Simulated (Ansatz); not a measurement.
Ge: geometry relaxation (part 2 of 2)

Ge (4 atoms in the cell); DFT PBE, scalar-relativistic, plane waves, PAW, no spin polarisation (Ansatz 0.2.0); cutoff 420 eV, 16×16×16 k-mesh, Gaussian smearing of 0.1 eV. The structure was made by a generator, so it may or may not be a known phase.

Geometry of the input (Å; fractional positions):
```
2.9262  0.0000  0.0000
1.4631  5.2852  0.0000
1.4631  0.0000  5.2903
Ge 0.8700  0.2600  0.0000
Ge 0.8800  0.2400  0.5000
Ge 0.1300  0.7400  0.0000
Ge 0.6200  0.7600  0.5000
```

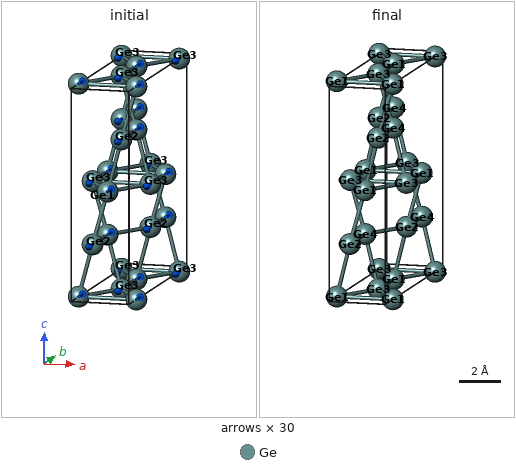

Figure 1. Before (left) and after (right) the relaxation, at one scale (ball-and-stick view of the cell 4 times as large as that of the calculation, set on its symmetry axes, seen slightly off an axis). The blue arrows give the displacements (without the part carried along by the change of the cell), magnified 30 times. The energy falls by 10.3 meV per atom in 5 geometry steps. Largest force component: 0.21 eV/Å at the start, 0.00058 eV/Å at the end. Pressure: −1.60 GPa at the start and 0.00 GPa at the end. The largest moves relative to the cell, 0.033 Å, are those of Ge1, Ge2, Ge3 and Ge4. Cell: a 2.926 → 2.838 Å (−3.0 %), b 10.570 → 10.515 Å (−0.5 %), c 10.581 → 10.696 Å (+1.1 %). Volume −2.5 %. Distances before and after: Ge1–Ge1 2.926 → 2.838 Å, Ge1–Ge3 2.748 → 2.800 Å, Ge1–Ge2 2.746 → 2.772 Å. The space group stays Fddd (No. 70). A last SCF at the same geometry on a re-selected plane-wave basis shifts the energy by +0.1 meV per atom. (Atoms are counted from 1 in the order of the input.)

```
basis re-selected at this cell: Δ(F+E_penalty+E_count) = +4.045e-4 eV, ΔP = +0.002 GPa vs the last step (what re-selecting the basis moved, of the pressure what is left beyond the Pulay correction that the steps carried, after the strain that the cell walked since its last selection, with what the two solves' SCF thresholds leave and, on support functions, any second-order correction that the steps lacked; it is no measure of the basis error at this ecutwfc). This SCF's stress stands 2.68e-2 GPa from its target on what of the cell is left free (relax.cell.stress_tol is 5.00e-2 GPa) and its largest allowed force component is 5.80e-4 eV/Å (relax.f_tol is 1.00e-2 eV/Å): within both
SCF converged after 6 iterations
Free energy (F): -17178.701638 eV
Harris-Foulkes:  -17178.701638 eV  (|F-HF|=7.28e-12)
Internal energy: -17178.691775 eV  (E = F + TS)
E sigma→0 (E₀):  -17178.696706 eV
Entropy (-TS):   -0.009863 eV (-2.466 meV/atom)
Fermi energy:    10.225510 eV
--- Per-component energies (eV) ---
  E_band       = -499.574285
  E_kinetic    = 440.323097
  E_local      = -8827.003331  (includes V_loc(G=0)·N_el)
  E_nonlocal   = 1662.286166
  E_hartree    = 3855.432252
  E_xc         = -301.656739
  E_vxc        = -257.189493  (∫ρ·V_xc dr)
  E_paw        = -8067.081307  (= ΣΔE_a)
  E_vpaw       = -1228.856402  (= ΣTr[D̂ρ^β])
  E_aug_tail   = 0.001115  (compensation charges beyond the density's cutoff)
  E_ewald      = -5940.993027
  E_smearing   = -0.009863  (= −TS)
  E_closure    = -0.000000  (closes the sum)
  Σ components = -17178.701638   (vs F -17178.701638, Δ=0.00e0)
--- Forces (eV/Å), atoms counted from 1 ---
  atom   1  Ge    -0.00000000    -0.00058024     0.00000000
  atom   2  Ge     0.00000000     0.00058024     0.00000000
  atom   3  Ge    -0.00000000     0.00058024     0.00000000
  atom   4  Ge     0.00000000    -0.00058024    -0.00000000
  max |Σ_I F_I| component: 0.00e0 eV/Å
--- Stress (GPa, compression-positive) ---
       -0.013059      -0.000000      -0.000000
       -0.000000      -0.009341       0.000000
       -0.000000       0.000000       0.026849
  P = ⅓ Tr σ = 0.0015 GPa (0.015 kbar)
--- Band table (eV; the first three rows and the last of 621) ---
  k-point 0: bands = ["-14.5706", "-14.5607", "-14.5427", "-14.5365", "-14.5360", "-14.5094", "-14.4781", "-14.4613", "-14.4556", "-14.4519", "-14.4307", "-14.4302", "-14.4265", "-14.4164", "-14.4160", "-14.4083", "-14.4079", "-14.3935", "-14.3777", "-14.3195", "-2.6365", "1.1076", "1.5443", "4.6188", "4.7682", "5.6303", "7.8214", "8.0579", "13.2756", "16.4041", "16.9062", "17.4555", "17.4713", "17.6307"]
  k-point 1: bands = ["-14.5693", "-14.5600", "-14.5426", "-14.5365", "-14.5359", "-14.5086", "-14.4782", "-14.4614", "-14.4548", "-14.4518", "-14.4301", "-14.4301", "-14.4272", "-14.4167", "-14.4160", "-14.4087", "-14.4077", "-14.3945", "-14.3782", "-14.3209", "-2.6170", "1.0089", "1.5636", "4.6418", "4.9039", "5.4850", "7.7604", "8.2439", "13.3670", "16.2832", "16.8995", "17.3855", "17.4399", "17.4705"]
  k-point 2: bands = ["-14.5655", "-14.5580", "-14.5423", "-14.5365", "-14.5358", "-14.5064", "-14.4785", "-14.4617", "-14.4525", "-14.4518", "-14.4298", "-14.4292", "-14.4286", "-14.4176", "-14.4160", "-14.4097", "-14.4074", "-14.3973", "-14.3798", "-14.3251", "-2.5586", "0.7502", "1.6217", "4.7018", "5.1391", "5.2825", "7.5900", "8.7116", "13.6180", "15.8125", "16.8803", "17.0464", "17.3908", "17.4637"]
  k-point 620: bands = ["-14.5418", "-14.5418", "-14.5069", "-14.5069", "-14.4941", "-14.4941", "-14.4813", "-14.4813", "-14.4583", "-14.4583", "-14.4425", "-14.4425", "-14.4073", "-14.4073", "-14.4049", "-14.4049", "-14.3663", "-14.3663", "-14.3594", "-14.3594", "2.3153", "2.3153", "4.0655", "4.0655", "7.1251", "7.1251", "8.0297", "8.0297", "10.2699", "10.2699", "10.6453", "10.6453", "14.7756", "14.7756"]
--- Relaxed structure (6 steps of the walk, 6 accepted, 1 SCFs on fresh bases) ---
  F+E_penalty+E_count = -17178.70163787 eV   max|allowed force component| = 5.802e-4 eV/Å   (the final SCF, on the basis selected at the relaxed cell)
  cell:  # Å, volume = 79.8068 Å³
    - [2.838349785187188, -1.0385286901240623e-33, 3.1103983136047094e-18]
    - [1.419174892593594, 5.257712588286624, 1.5551991568023514e-18]
    - [1.419174892593594, -3.80502343121287e-33, 5.347824095164914]
  atoms:
    - { symbol: Ge, position: [0.8668843693924897, 0.2662312612150206, -2.8888949165808538e-34] }
    - { symbol: Ge, position: [0.8831156306075103, 0.23376873878497945, 0.5000000000000001] }
    - { symbol: Ge, position: [0.13311563060751042, 0.7337687387849794, -4.81482486096809e-34] }
    - { symbol: Ge, position: [0.6168843693924895, 0.7662312612150205, 0.5000000000000001] }
```

Trajectory as extended XYZ (Å, eV, eV/Å), 7 frames, from step=1 to step=7
```
4
Lattice="2.9262 0.0000 0.0000 1.4631 5.2852 0.0000 1.4631 0.0000 5.2903" Properties=species:S:1:pos:R:3:forces:R:3 step=1 energy=-17178.66069 pressure_GPa=-1.60
Ge    2.9262    1.3739    0.0000    0.0000   0.2103   0.0000
Ge    3.6577    1.2686    2.6452    0.0000  -0.2103   0.0000
Ge    1.4631    3.9112    0.0000    0.0000  -0.2103   0.0000
Ge    3.6577    4.0165    2.6452    0.0000   0.2103   0.0000
4
Lattice="2.8372 0.0000 0.0000 1.4186 5.1753 0.0000 1.4186 0.0000 5.2859" Properties=species:S:1:pos:R:3:forces:R:3 step=2 energy=-17178.68877 pressure_GPa=1.91
Ge    2.8372    1.3843    0.0000    0.0000  -0.0398   0.0000
Ge    3.5466    1.2034    2.6430    0.0000   0.0398   0.0000
Ge    1.4186    3.7910    0.0000    0.0000   0.0398   0.0000
Ge    3.5466    3.9719    2.6430    0.0000  -0.0398   0.0000
4
Lattice="2.8646 0.0000 0.0000 1.4323 5.2313 0.0000 1.4323 0.0000 5.3261" Properties=species:S:1:pos:R:3:forces:R:3 step=3 energy=-17178.70101 pressure_GPa=-0.02
Ge    2.8646    1.3939    0.0000    0.0000   0.0205   0.0000
Ge    3.5807    1.2218    2.6631    0.0000  -0.0205   0.0000
Ge    1.4323    3.8375    0.0000    0.0000  -0.0205   0.0000
Ge    3.5807    4.0095    2.6631    0.0000   0.0205   0.0000
4
Lattice="2.8548 0.0000 0.0000 1.4274 5.2325 0.0000 1.4274 0.0000 5.3448" Properties=species:S:1:pos:R:3:forces:R:3 step=4 energy=-17178.70163 pressure_GPa=-0.01
Ge    2.8548    1.3969    0.0000    0.0000  -0.0063   0.0000
Ge    3.5685    1.2193    2.6724    0.0000   0.0063   0.0000
Ge    1.4274    3.8356    0.0000    0.0000   0.0063   0.0000
Ge    3.5685    4.0131    2.6724    0.0000  -0.0063   0.0000
4
Lattice="2.8346 0.0000 0.0000 1.4173 5.2559 0.0000 1.4173 0.0000 5.3564" Properties=species:S:1:pos:R:3:forces:R:3 step=5 energy=-17178.70197 pressure_GPa=-0.01
Ge    2.8346    1.3970    0.0000    0.0000   0.0062   0.0000
Ge    3.5433    1.2309    2.6782    0.0000  -0.0062   0.0000
Ge    1.4173    3.8588    0.0000    0.0000  -0.0062   0.0000
Ge    3.5433    4.0250    2.6782    0.0000   0.0062   0.0000
4
Lattice="2.8384 0.0000 0.0000 1.4192 5.2577 0.0000 1.4192 0.0000 5.3478" Properties=species:S:1:pos:R:3:forces:R:3 step=6 energy=-17178.70204 pressure_GPa=-0.00
Ge    2.8384    1.3998    0.0000    0.0000  -0.0006   0.0000
Ge    3.5479    1.2291    2.6739    0.0000   0.0006   0.0000
Ge    1.4192    3.8579    0.0000    0.0000   0.0006   0.0000
Ge    3.5479    4.0286    2.6739    0.0000  -0.0006   0.0000
4
Lattice="2.8384 0.0000 0.0000 1.4192 5.2577 0.0000 1.4192 0.0000 5.3478" Properties=species:S:1:pos:R:3:forces:R:3 step=7 energy=-17178.70164 pressure_GPa=0.00
Ge    2.8384    1.3998    0.0000    0.0000  -0.0006   0.0000
Ge    3.5479    1.2291    2.6739    0.0000   0.0006   0.0000
Ge    1.4192    3.8579    0.0000    0.0000   0.0006   0.0000
Ge    3.5479    4.0286    2.6739    0.0000  -0.0006   0.0000
```

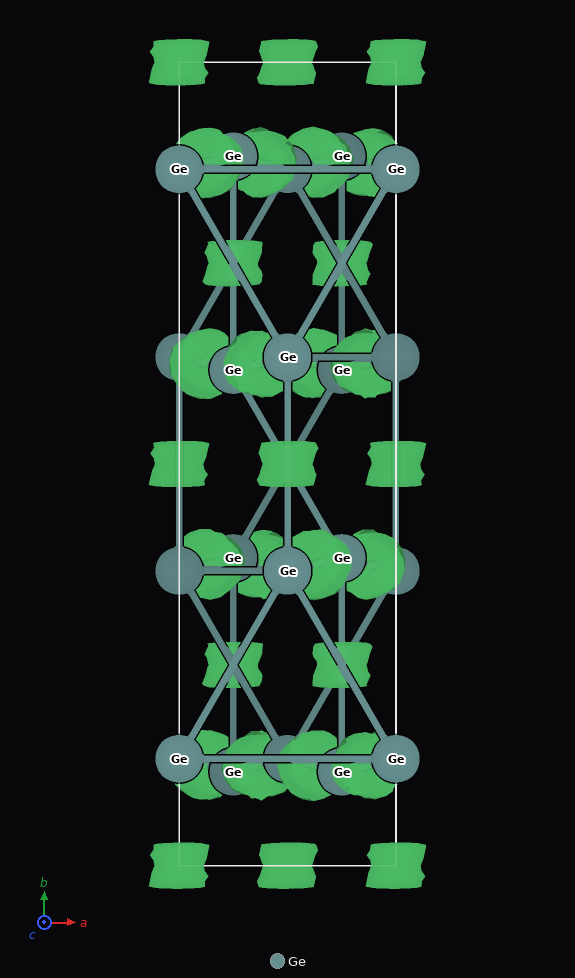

Figure 2. Isosurface of the ELF at 0.5 (green), seen along the c axis. Core shells and regions of very low density are left out. Sticks mark near contacts. The outline is the cell set on symmetry axes. The ELF exceeds this value in 24 regions between bonded Ge–Ge atoms (shared pairs), counted in one cell of 16 atoms. Profiles from the grid: Ge–Ge (2.77 Å): the ELF is about 0.55 at the midpoint (metallic bonding. Ge–Ge (2.84 Å): the ELF is about 0.45 at the midpoint (nearly free electrons, as in a simple metal). Core electrons are frozen (PAW), so the fields are smoothed inside the atomic spheres.

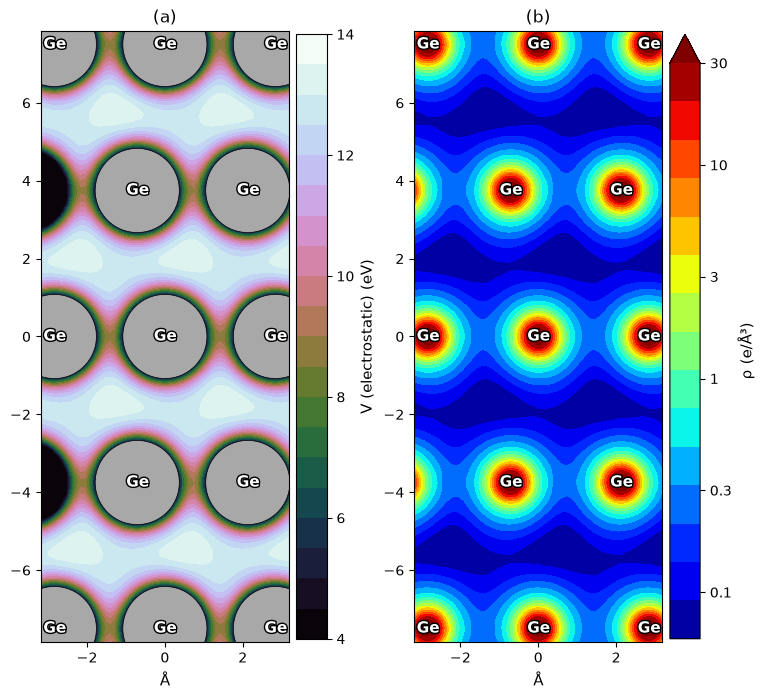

Figure 3. (a) electrostatic potential (local pseudopotential plus Hartree) felt by an electron; (b) valence charge density (pseudo) on the (011) plane of the conventional cell. Grey discs, where drawn, cover atomic cores. Ge–Ge (2.84 Å): the density is about 0.25 e/Å³ at the midpoint. Away from the nuclei the density in this plane falls to 0.06 e/Å³ at its lowest. Outside the cores the potential energy rises away from the atoms and is highest about 2.0 Å from the nearest atoms; outside the discs it spans about 9 eV, and its zero is arbitrary.

Results in brief

```json
{"quantity": "outcome", "value": "converged"}
{"quantity": "space group (tolerance 0.01 Å)", "value": "Fddd (70)"}
{"quantity": "electrons treated", "value": "56"}
{"quantity": "free energy", "value": "−17178.7016 eV"}
{"quantity": "Fermi energy", "value": "10.226 eV"}
{"quantity": "gap on the k-point mesh", "value": "none (metallic)"}
{"quantity": "pressure", "value": "0.00 GPa"}
{"quantity": "final volume", "value": "79.81 Å³"}
{"quantity": "largest force (length of the vector) at the end", "value": "0.001 eV/Å"}
{"quantity": "final cell", "value": "a = 2.838 Å, b = 5.446 Å, c = 5.533 Å, α = 86.17°, β = 75.14°, γ = 74.89°"}
{"quantity": "hardware", "value": "1 thread of Arm Neoverse N1, 98 GiB of memory available, shared host"}
{"quantity": "wall time", "value": "20 min"}
{"quantity": "peak memory", "value": "1.3 GiB"}
```
